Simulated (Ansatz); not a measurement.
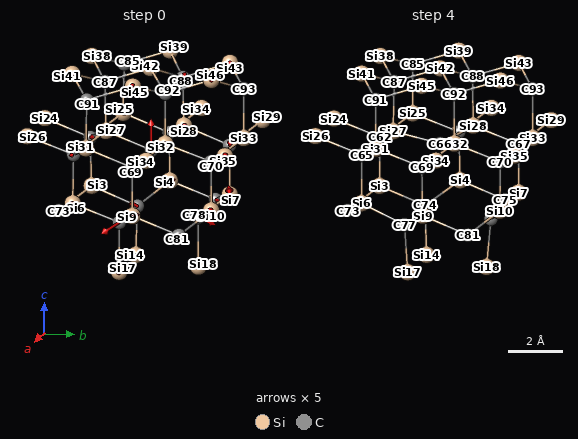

The structure of a defect cell of composition Si47C48 (cell charge +2) before (left) and after (right) a relaxation, at one scale. The red arrows give the displacements, magnified 5 times.

Style: ball-and-stick. Shown: the atoms within 5.0 Å of the atom that moves most (axes of the cell of the calculation (origin shifted)), slightly off an axis.

These are results of DFT, PBEsol, PAW, plane waves in Ansatz, not measurements. Settings: plane-wave cutoff 420 eV; k-point mesh 1 × 1 × 1; mesh shifted by (0.25, 0.25, 0.25); no spin polarisation; atoms relaxed in a fixed cell; force threshold 0.03 eV/Å; at most 80 steps.

> Summarise the run.

The energy falls by 1.959 eV per cell of the calculation in 4 geometry steps. Largest force component: 1.9 eV/Å at the start, 0.0083 eV/Å at the end. The atom that moves furthest is a C atom (0.25 Å along +c). By element the largest moves are C 0.25 Å, Si 0.09 Å. The lattice vectors keep their values. Near-neighbour distances that change, for instance: C–Si 1.920 → 1.842 Å, C–Si 1.851 → 1.912 Å, C–Si 1.930 → 1.870 Å, C–Si 1.902 → 1.850 Å. Bond angles that change, for instance: C–Si–C 111.1° → 100.7°, C–Si–C 109.7° → 101.0°, Si–C–Si 108.1° → 116.0°. The run took of the order of 6 core-minutes on a shared host.

Limits of the set-up: the cell is charged, on a uniform background, and energies carry no finite-size correction.
